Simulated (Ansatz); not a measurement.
Mg$_{8}$HO$_{8}$ (cell charge +1, with a compensating background) (cell with a defect)

Input file:

```
accuracy: low
crystal:
  lattice:
    - [0.0, 4.198, 4.198]
    - [4.198, 0.0, 4.198]
    - [4.198, 4.198, 0.0]
  atoms:
    - { symbol: Mg, position: [0.0, 0.0, 0.0] }
    - { symbol: O, position: [0.25, 0.25, 0.25] }
    - { symbol: Mg, position: [0.0, 0.0, 0.5] }
    - { symbol: O, position: [0.25, 0.25, 0.75] }
    - { symbol: Mg, position: [0.0, 0.5, 0.0] }
    - { symbol: O, position: [0.25, 0.75, 0.25] }
    - { symbol: Mg, position: [0.0, 0.5, 0.5] }
    - { symbol: O, position: [0.25, 0.75, 0.75] }
    - { symbol: Mg, position: [0.5, 0.0, 0.0] }
    - { symbol: O, position: [0.75, 0.25, 0.25] }
    - { symbol: Mg, position: [0.5, 0.0, 0.5] }
    - { symbol: O, position: [0.75, 0.25, 0.75] }
    - { symbol: Mg, position: [0.5, 0.5, 0.0] }
    - { symbol: O, position: [0.75, 0.75, 0.25] }
    - { symbol: Mg, position: [0.5, 0.5, 0.5] }
    - { symbol: O, position: [0.75, 0.75, 0.75] }
    - { symbol: H, position: [0.1393029, 0.1343565, 0.6223459] }
total_charge: 1
basis:
  ecutwfc: 420.0
kpoints:
  mp_grid: { grid: [2, 2, 2] }
hamiltonian:
  xc: pbe
  pseudopotentials: { kind: paw, azcp: { folder: soft_1 } }
scf:
  occupations: { method: fermi_dirac, width: 0.05 }
  lower_state_search: "off"
relax:
  f_tol: 0.08
  max_steps: 25
  adjacent_minimum: "off"
output:
  write_density: true
  write_potential: true
  elf: true
  volumetric_format: npy
```

Run with:

```sh
ansatz run input.yaml --threads 1 --pin off --max-ram 3072MiB --backend cpu --events-out ev --progress --plain --runs-dir out
```

The fields are those of the run's last geometry, not of the input's.

PAW files of the earlier set (soft_1).

Method: DFT PBE, scalar-relativistic, plane waves, PAW in Ansatz.

Question: What will maps of the valence pseudo-density and electron localisation function show?

Answer: O–H (0.98 Å): the density is about 3.5 e/Å³ at the midpoint; the ELF climbs to about 0.95 towards the hydrogen, as it does in any bond to H: an ordinary covalent bond to hydrogen.
Mg–O (1.99 Å): ρ at the midpoint is about 0.43 e/Å³; the ELF peaks at about 0.80 in the valence shell of O, 0.6 Å from its nucleus, and is about 0.35 at the midpoint (a largely ionic contact).
Mg–O (2.04 Å): the density is about 0.38 e/Å³ at the midpoint; the ELF peaks at about 0.85 in the valence shell of O, 0.6 Å from its nucleus, and is about 0.35 at the midpoint (a largely ionic contact).
Mg–O (2.09 Å): ρ at the midpoint is about 0.34 e/Å³; the ELF peaks at about 0.85 in the valence shell of O, 0.6 Å from its nucleus, and is about 0.35 at the midpoint: an ionic contact with no shared pair.

Question: Metal or insulator at this level of theory?

Answer: It is gapped, with a Kohn–Sham gap of 4.3 eV on the k-point mesh (the band edges may lie off the mesh, which would make the gap smaller).

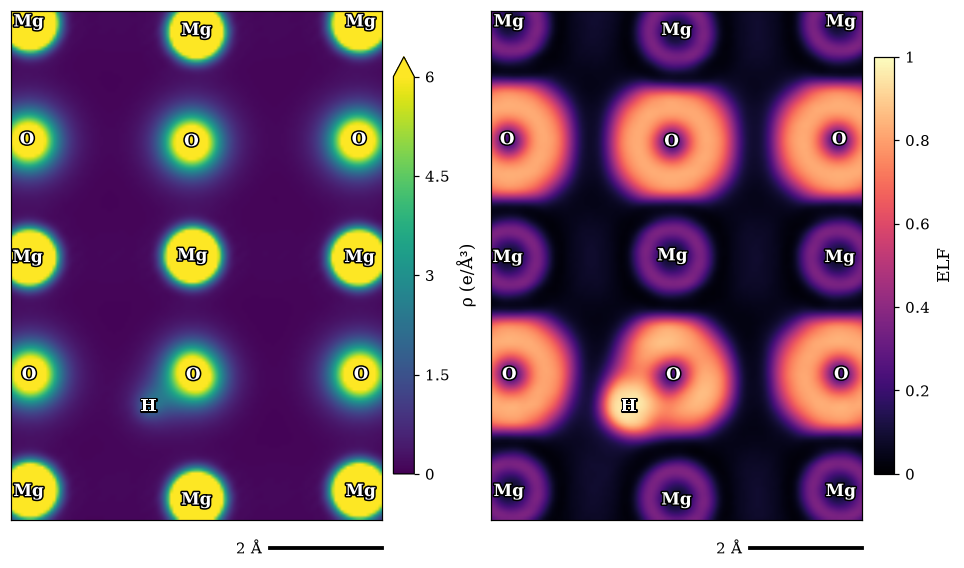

Computed valence pseudo-density and electron localisation function on the (11̄0) plane of the calculation cell, in this order. 

The density is the valence pseudo-density of a PAW calculation; it isn't the true density close to the nuclei.
